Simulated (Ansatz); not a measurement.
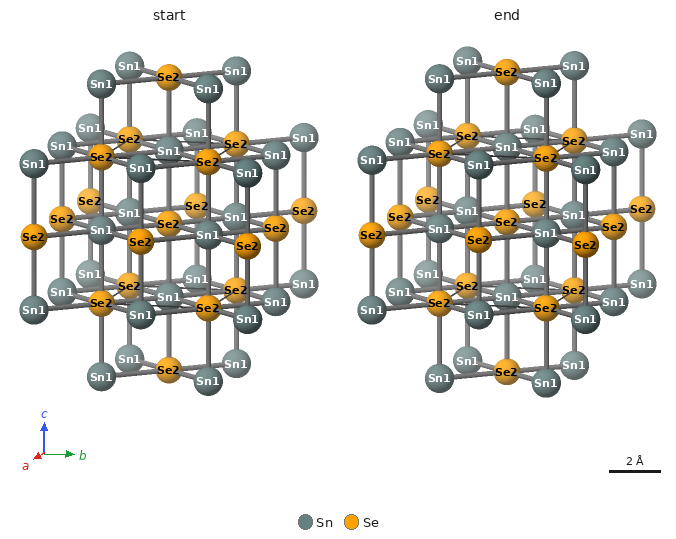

The structure of solid SnSe (set up in I4/mmm) before (left) and after (right) a relaxation, at one scale.

Style: ball-and-stick. Shown: the conventional cell (2 times the calculation's cell), slightly off an axis. Lengths and directions refer to the drawn axes.

Case: film's bulk on the substrate's plane, third vector and atoms relaxed.

These are results of Ansatz, DFT PBE, scalar-relativistic, plane waves, PAW, not measurements. (plane-wave cutoff 420 eV; k-point mesh 8 × 8 × 12; occupations gaussian; smearing width 0.1 eV; no spin polarisation; cell relaxed at fixed a, b, gamma; force threshold 0.01 eV/Å; at most 50 steps)

**Summarise the run.**

The atoms keep their places relative to the cell (all moves are under 0.005 Å). The volume changes by +2.4 %, with a = b unchanged at 4.387 Å, c 5.895 → 6.036 Å (+2.4 %). Some distances before and after: Sn1–Se2 2.947 → 3.018 Å. The space group stays I4/mmm (No. 139). Over 2 accepted moves (3 points after the start) the energy falls by 12.8 meV per cell of the calculation. All forces vanish by symmetry, so only the cell relaxes. Pressure: −0.56 GPa at the start and −1.81 GPa at the end. The SCF was repeated once at an unchanged geometry on a basis and grid sized afresh for the cell, which shifted the energy by 0.2 meV per cell of the calculation at most.
